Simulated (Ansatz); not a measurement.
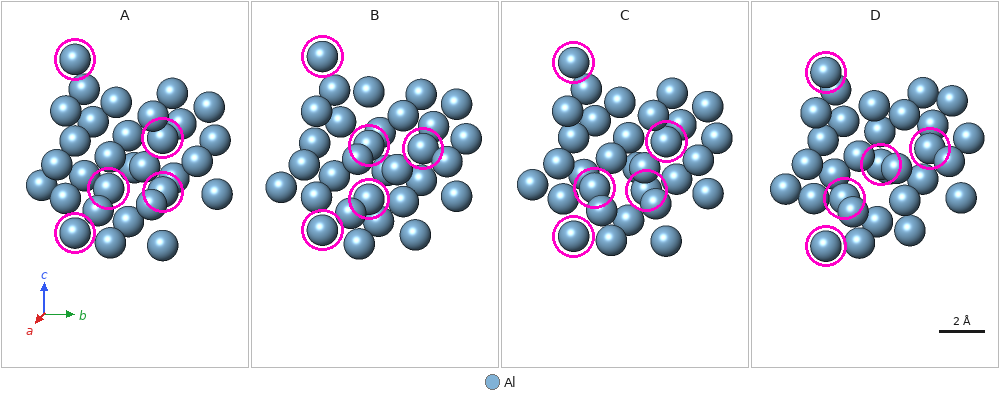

4 geometries from a converged minimum-energy path of Al with an interstitial Al (33 atoms in the cell), shuffled. The picture is a spheres-only view of the atoms within 5.0 Å of the middle of the path, seen slightly off an axis. The atoms that move most are ringed.

Level of theory: DFT PBE, scalar-relativistic, plane waves, PAW (Ansatz). Run with plane-wave cutoff 420 eV; k-point mesh 2 × 2 × 2; Gaussian smearing 0.1 eV; 5 movable images; climbing image; force threshold 0.03 eV/Å; iteration limit 80; starting path by straight interpolation.

> Which frame is the transition state?

D. In order along the path, whose images run from 0 to 6: A (image 0, 0.00 eV), C (image 1, +0.14 eV), D (image 3, +0.65 eV), B (image 6, 0.00 eV). An Al atom travels furthest, 2.90 Å from end to end, along [0 −1 1], on a path that bends up to 0.71 Å away from the straight line. At the highest image its nearest neighbour (Al) is 2.38 Å away, against 2.50 Å at the start, and the surrounding atoms stand up to 0.93 Å off the mean of their end positions.

Limits of the set-up: the k-point mesh is coarse for a cell with partly filled bands; the periodic images lie only 8.1 Å apart, so the values are limited by the cell's size.
